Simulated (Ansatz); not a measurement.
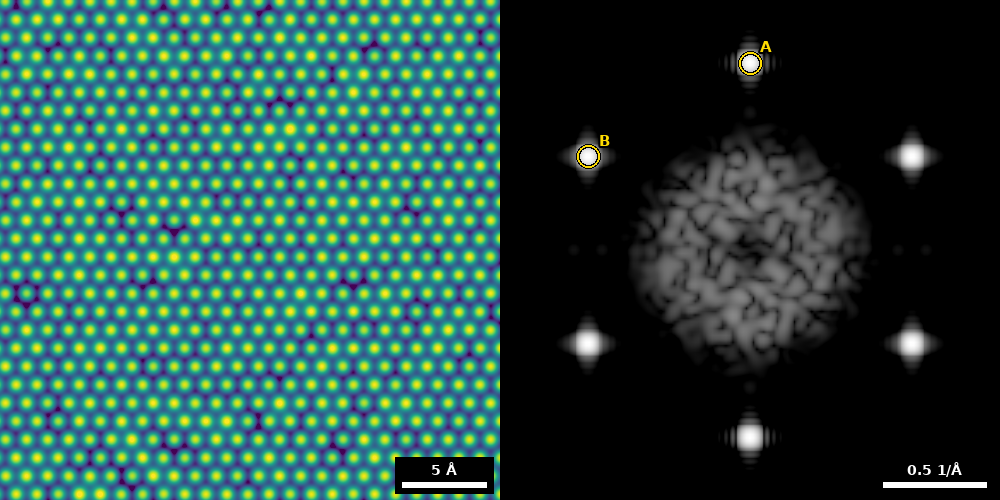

Z-contrast image of a crystal. Simulated incoherent Z contrast: every atom adds Z^1.7 spread by a probe of 0.84 Å full width; channelling and multiple scattering are left out. The probe carries 25 % of its weight in a tail 2.5 times as wide. The display is stretched by a gamma of 0.65; percentages refer to the linear signal. The speckle of an amorphous layer was added.

The right panel is the modulus of the image's Fourier transform on a logarithmic scale.

> Which lattice spacings do the marked spots stand for, and what angle do A and B enclose?

A: 1.1 Å, B: 1.1 Å; A and B enclose about 60°.

The crystal is C (Fm-3m, No. 225) along [111]; the spots are (0 -2 2) and (2 -2 0). Structure used: the end point of a relaxation with Ansatz 0.2.0, DFT, revPBE, plane waves (420 eV) with PAW, scalar-relativistic; the starting structure was generated, so it need not be a known form of this composition.
